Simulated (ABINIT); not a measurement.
Run report: Ge, geometry relaxation (part 1 of 2)

The run: geometry relaxation of Ge (2 atoms in the cell). Method and program: Kohn-Sham DFT of a periodic cell, PBE, PseudoDojo NC SR PBE v0.4.1 standard, no spin polarisation (ABINIT 10.8.3).

The structure derives from an entry of the Crystallography Open Database.

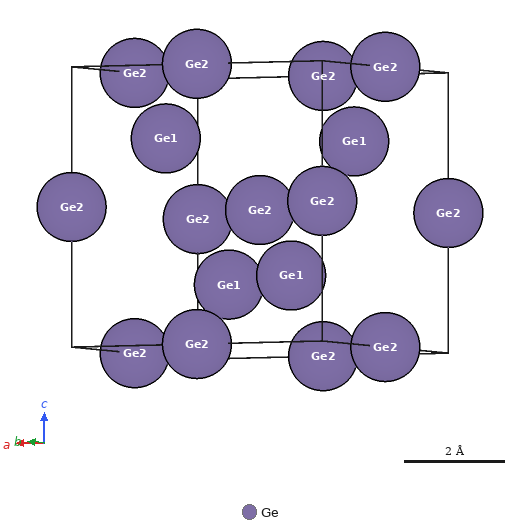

Fig. 1: The input geometry (spheres-only view of the cell 4 times as large as that of the calculation, set on its symmetry axes, seen at an oblique angle; atoms are numbered from 1 in the order of the input). An atom can appear more than once, as a periodic image.

## Key numbers

```csv
quantity,value
outcome,converged
space group (tolerance 0.01 Å),Fd-3m (227)
electrons treated,28
free energy,−4861.0734 eV
Fermi energy,3.518 eV
gap on the k-point mesh,none (metallic)
pressure,0.00 GPa
final volume,48.00 Å³
largest force (length of the vector) at the end,under 0.001 eV/Å
final cell,"a = 4.079 Å, b = 4.079 Å, c = 4.079 Å, α = 60.00°, β = 60.00°, γ = 60.00°"
hardware,"4 threads of Arm Neoverse V2, 112 GiB of memory available, shared host"
wall time,37 s (CPU time 2.4 min)
peak memory,0.36 GiB
```

## Input
```
pp_dirpath "./"
pseudos "Ge.upf"

acell 3*1.0 Angstrom
rprim
     0.0000000000     2.8289100000     2.8289100000
     2.8289100000     0.0000000000     2.8289100000
     2.8289100000     2.8289100000     0.0000000000
ntypat 1
znucl 32
natom 2
typat 1 1
chkprim 0
chksymtnons 0
tolsym 1.0e-6
xred
            3/4            3/4            3/4
            1/2            1/2            1/2

ecut 40.0
ecutsm 0.5

kptopt 1
ngkpt 6 6 6
nshiftk 1
shiftk 0.0 0.0 0.0

ixc 11

nband 18
occopt 3
tsmear 0.00183747

nstep 80
tolvrs 1.0e-12

iomode 3
prteig 0
prtebands 0
prtwf 0
prtden 0

ionmov 2
optcell 2
ntime 50
tolmxf 2.0e-5
dilatmx 1.08
```

Launched with:
```bash
mpirun --bind-to none -np 4 abinit run.abi > log 2>&1
```

## The program's output
```
.Version 10.8.3 of ABINIT
 Symmetries : space group Fd -3 m (#227); Bravais cF (face-center cubic)
================================================================================
 Values of the parameters that define the memory need of the present run
     intxc =       0    ionmov =       2      iscf =       7    lmnmax =       6
     lnmax =       6     mgfft =      48  mpssoang =       3    mqgrid =    3001
     natom =       2  nloc_mem =       1    nspden =       1   nspinor =       1
    nsppol =       1      nsym =      48    n1xccc =    2501    ntypat =       1
    occopt =       3   xclevel =       2
       mpw =        4681          nfft =      110592          nkpt =          16
================================================================================
================================================================================

--------------------------------------------------------------------------------
------------- Echo of variables that govern the present computation ------------
--------------------------------------------------------------------------------
 -outvars: echo values of preprocessed input variables --------
            acell      1.8897261259E+00  1.8897261259E+00  1.8897261259E+00 Bohr
              amu      7.26100000E+01
          chkprim           0
      chksymtnons           0
          dilatmx      1.08000000E+00
             ecut      4.00000000E+01 Hartree
           ecutsm      5.00000000E-01 Hartree
           ionmov           2
              ixc          11
         kptrlatt        6    0    0      0    6    0      0    0    6
          kptrlen      4.53611699E+01
            natom           2
            nband          18
            ngfft          48      48      48
             nkpt          16
            nstep          80
             nsym          48
            ntime          50
           ntypat           1
           occopt           3
          optcell           2
           prtden           0
        prtebands           0
           prteig           0
            prtwf           0
            rprim      0.0000000000E+00  2.8289100000E+00  2.8289100000E+00
                       2.8289100000E+00  0.0000000000E+00  2.8289100000E+00
                       2.8289100000E+00  2.8289100000E+00  0.0000000000E+00
          spgroup         227
           tolmxf      2.00000000E-05
           tolsym      1.00000000E-06
           tolvrs      1.00000000E-12
           tsmear      1.83747000E-03 Hartree
            typat      1  1
           xangst      4.2433650000E+00  4.2433650000E+00  4.2433650000E+00
                       2.8289100000E+00  2.8289100000E+00  2.8289100000E+00
            xcart      8.0187977023E+00  8.0187977023E+00  8.0187977023E+00
                       5.3458651348E+00  5.3458651348E+00  5.3458651348E+00
             xred      7.5000000000E-01  7.5000000000E-01  7.5000000000E-01
                       5.0000000000E-01  5.0000000000E-01  5.0000000000E-01
            znucl       32.00000

================================================================================

 chkinp: Checking input parameters for consistency.

================================================================================
== DATASET  1 ==================================================================

--- !DatasetInfo
iteration_state: {dtset: 1, }
dimensions: {natom: 2, nkpt: 16, mband: 18, nsppol: 1, nspinor: 1, nspden: 1, mpw: 4681, }
cutoff_energies: {ecut:  40.0, pawecutdg:  -1.0, }
electrons: {nelect:   2.80000000E+01, charge:   0.00000000E+00, occopt:   3.00000000E+00, tsmear:   1.83747000E-03, }
meta: {optdriver: 0, ionmov: 2, optcell: 2, iscf: 7, paral_kgb: 0, }
...

 Exchange-correlation functional for the present dataset will be:
  GGA: Perdew-Burke-Ernzerhof functional - ixc=11
  J.P.Perdew, K.Burke, M.Ernzerhof, PRL 77, 3865 (1996)

 Real(R)+Recip(G) space primitive vectors, cartesian coordinates (Bohr,Bohr^-1):
 R(1)=  0.0000000  5.3458651  5.3458651  G(1)= -0.0935302  0.0935302  0.0935302
 R(2)=  5.3458651  0.0000000  5.3458651  G(2)=  0.0935302 -0.0935302  0.0935302
 R(3)=  5.3458651  5.3458651  0.0000000  G(3)=  0.0935302  0.0935302 -0.0935302
 Unit cell volume ucvol=  3.0555120E+02 bohr^3
 Angles (23,13,12)=  6.00000000E+01  6.00000000E+01  6.00000000E+01 degrees

 getcut: wavevector=  0.0000  0.0000  0.0000  ngfft=  48  48  48
         ecut(hartree)=     46.656   => boxcut(ratio)=   2.06485

--- Pseudopotential description ------------------------------------------------
- pspini: atom type   1  psp file is ./Ge.upf
  32.00000  14.00000  171031                  znucl, zion, pspdat
12 -101130 2 -1 1560                          pspcod,pspxc,lmax,lloc,mmax
     nproj     2     2     2

   1.73103769E+03                                ecore*ucvol(ha*bohr**3)
--------------------------------------------------------------------------------

================================================================================

=== [ionmov= 2] Broyden-Fletcher-Goldfarb-Shanno method (forces)
================================================================================

--- Iteration: ( 1/50) Internal Cycle: (1/1)
--------------------------------------------------------------------------------

---SELF-CONSISTENT-FIELD CONVERGENCE--------------------------------------------

--- !BeginCycle
iteration_state: {dtset: 1, itime: 1, icycle: 1, }
solver: {iscf: 7, nstep: 80, nline: 4, wfoptalg: 0, }
tolerances: {tolvrs: 1.00E-12, }
...

     iter   Etot(hartree)      deltaE(h)  residm     vres2
 ETOT  1  -176.97451770418    -1.770E+02 9.783E-01 1.250E+02
 ETOT  2  -178.61505197560    -1.641E+00 3.259E-02 1.998E+02
 ETOT  3  -178.63510377427    -2.005E-02 3.248E-03 4.388E+01
 ETOT  4  -178.63868663669    -3.583E-03 5.122E-04 1.185E+01
 ETOT  5  -178.64000734380    -1.321E-03 1.226E-04 2.037E-03
 ETOT  6  -178.64000783129    -4.875E-07 2.024E-05 3.657E-04
 ETOT  7  -178.64000787024    -3.895E-08 6.259E-06 3.486E-05
 ETOT  8  -178.64000787345    -3.210E-09 1.119E-06 1.702E-06
 ETOT  9  -178.64000787361    -1.561E-10 3.532E-07 2.852E-08
 ETOT 10  -178.64000787360     3.610E-12 6.199E-08 7.718E-12
 ETOT 11  -178.64000787361    -1.003E-11 2.089E-08 2.308E-13

 At SCF step   11       vres2   =  2.31E-13 < tolvrs=  1.00E-12 =>converged.

 Cartesian components of stress tensor (hartree/bohr^3)
  sigma(1 1)= -1.29509307E-04  sigma(3 2)=  0.00000000E+00
  sigma(2 2)= -1.29509307E-04  sigma(3 1)=  0.00000000E+00
  sigma(3 3)= -1.29509307E-04  sigma(2 1)=  0.00000000E+00

--- !ResultsGS
iteration_state: {dtset: 1, itime: 1, icycle: 1, }
comment   : Summary of ground state results
lattice_vectors:
- [  0.0000000,   5.3458651,   5.3458651, ]
- [  5.3458651,   0.0000000,   5.3458651, ]
- [  5.3458651,   5.3458651,   0.0000000, ]
lattice_lengths: [   7.56019,    7.56019,    7.56019, ]
lattice_angles: [ 60.000,  60.000,  60.000, ] # degrees, (23, 13, 12)
lattice_volume:   3.0555120E+02
convergence: {deltae: -1.003E-11, res2:  2.308E-13, residm:  2.089E-08, diffor: null, }
etotal    :  -1.78640008E+02
entropy   :   0.00000000E+00
fermie    :   1.50828150E-01
cartesian_stress_tensor: # hartree/bohr^3
- [ -1.29509307E-04,   0.00000000E+00,   0.00000000E+00, ]
- [  0.00000000E+00,  -1.29509307E-04,   0.00000000E+00, ]
- [  0.00000000E+00,   0.00000000E+00,  -1.29509307E-04, ]
pressure_GPa:   3.8103E+00
xred      :
- [  7.5000E-01,   7.5000E-01,   7.5000E-01, Ge]
- [  5.0000E-01,   5.0000E-01,   5.0000E-01, Ge]
cartesian_forces: # hartree/bohr
- [  0.00000000E+00,   0.00000000E+00,   0.00000000E+00, ]
- [  0.00000000E+00,   0.00000000E+00,   0.00000000E+00, ]
force_length_stats: {min:   0.00000000E+00, max:   0.00000000E+00, mean:   0.00000000E+00, }
...

 Integrated electronic density in atomic spheres:
 ------------------------------------------------
 Atom  Sphere_radius  Integrated_density
    1        2.00000         11.55944854
    2        2.00000         11.55944854

---OUTPUT-----------------------------------------------------------------------

 Cartesian coordinates (xcart) [bohr]
  8.01879770226267E+00  8.01879770226268E+00  8.01879770226267E+00
  5.34586513484178E+00  5.34586513484178E+00  5.34586513484178E+00
 Reduced coordinates (xred)
  7.50000000000000E-01  7.50000000000000E-01  7.50000000000000E-01
  5.00000000000000E-01  5.00000000000000E-01  5.00000000000000E-01
 Cartesian forces (fcart) [Ha/bohr]; max,rms= 0.00000E+00 0.00000E+00 (free atoms)
  0.00000000000000E+00  0.00000000000000E+00  0.00000000000000E+00
  0.00000000000000E+00  0.00000000000000E+00  0.00000000000000E+00
 Gradient of E wrt nuclear positions in reduced coordinates (gred)
 -0.00000000000000E+00 -0.00000000000000E+00 -0.00000000000000E+00
 -0.00000000000000E+00 -0.00000000000000E+00 -0.00000000000000E+00
 Scale of Primitive Cell (acell) [bohr]
  1.88972612590778E+00  1.88972612590778E+00  1.88972612590778E+00
 Real space primitive translations (rprimd) [bohr]
  0.00000000000000E+00  5.34586513484178E+00  5.34586513484178E+00
  5.34586513484178E+00  0.00000000000000E+00  5.34586513484178E+00
  5.34586513484178E+00  5.34586513484178E+00  0.00000000000000E+00
 Unitary Cell Volume (ucvol) [Bohr^3]=  3.05551197607892E+02
 Angles (23,13,12)= [degrees]
  6.00000000000000E+01  6.00000000000000E+01  6.00000000000000E+01
 Lengths [Bohr]
  7.56019497631072E+00  7.56019497631072E+00  7.56019497631072E+00
 Stress tensor in cartesian coordinates (strten) [Ha/bohr^3]
 -1.29509306557418E-04  0.00000000000000E+00  0.00000000000000E+00
  0.00000000000000E+00 -1.29509306557418E-04  0.00000000000000E+00
  0.00000000000000E+00  0.00000000000000E+00 -1.29509306557415E-04
 Total energy (etotal) [Ha]= -1.78640007873613E+02

--- Iteration: ( 2/50) Internal Cycle: (1/1)
--------------------------------------------------------------------------------

---SELF-CONSISTENT-FIELD CONVERGENCE--------------------------------------------

--- !BeginCycle
iteration_state: {dtset: 1, itime: 2, icycle: 1, }
solver: {iscf: 7, nstep: 80, nline: 4, wfoptalg: 0, }
tolerances: {tolvrs: 1.00E-12, }
...

     iter   Etot(hartree)      deltaE(h)  residm     vres2
 ETOT  1  -178.63679015916    -1.786E+02 3.401E-05 5.335E+01
 ETOT  2  -178.64024804906    -3.458E-03 1.109E-05 2.021E+00
 ETOT  3  -178.64039924601    -1.512E-04 1.348E-05 4.340E-01
 ETOT  4  -178.64042182450    -2.258E-05 1.421E-05 1.462E-02
 ETOT  5  -178.64042255131    -7.268E-07 1.417E-07 1.709E-04
 ETOT  6  -178.64042255704    -5.730E-09 8.432E-08 1.176E-06
 ETOT  7  -178.64042255707    -2.555E-11 1.124E-09 1.649E-08
 ETOT  8  -178.64042255707    -5.031E-12 6.009E-10 1.734E-10
 ETOT  9  -178.64042255708    -9.749E-12 1.179E-11 5.926E-13

 At SCF step    9       vres2   =  5.93E-13 < tolvrs=  1.00E-12 =>converged.

 Cartesian components of stress tensor (hartree/bohr^3)
  sigma(1 1)= -1.02567754E-04  sigma(3 2)=  0.00000000E+00
  sigma(2 2)= -1.02567754E-04  sigma(3 1)=  0.00000000E+00
  sigma(3 3)= -1.02567754E-04  sigma(2 1)=  0.00000000E+00

--- !ResultsGS
iteration_state: {dtset: 1, itime: 2, icycle: 1, }
comment   : Summary of ground state results
lattice_vectors:
- [  0.0000000,   5.3666353,   5.3666353, ]
- [  5.3666353,   0.0000000,   5.3666353, ]
- [  5.3666353,   5.3666353,   0.0000000, ]
lattice_lengths: [   7.58957,    7.58957,    7.58957, ]
lattice_angles: [ 60.000,  60.000,  60.000, ] # degrees, (23, 13, 12)
lattice_volume:   3.0912651E+02
convergence: {deltae: -9.749E-12, res2:  5.926E-13, residm:  1.179E-11, diffor: null, }
etotal    :  -1.78640423E+02
entropy   :   0.00000000E+00
fermie    :   1.46148774E-01
cartesian_stress_tensor: # hartree/bohr^3
- [ -1.02567754E-04,   0.00000000E+00,   0.00000000E+00, ]
- [  0.00000000E+00,  -1.02567754E-04,   0.00000000E+00, ]
- [  0.00000000E+00,   0.00000000E+00,  -1.02567754E-04, ]
pressure_GPa:   3.0176E+00
xred      :
- [  7.5000E-01,   7.5000E-01,   7.5000E-01, Ge]
- [  5.0000E-01,   5.0000E-01,   5.0000E-01, Ge]
cartesian_forces: # hartree/bohr
- [  2.50869033E-28,  -3.01042840E-28,   2.50869033E-28, ]
- [ -2.50869033E-28,   3.01042840E-28,  -2.50869033E-28, ]
force_length_stats: {min:   4.65292741E-28, max:   4.65292741E-28, mean:   4.65292741E-28, }
...

 Integrated electronic density in atomic spheres:
 ------------------------------------------------
 Atom  Sphere_radius  Integrated_density
    1        2.00000         11.55585659
    2        2.00000         11.55585659

---OUTPUT-----------------------------------------------------------------------
```
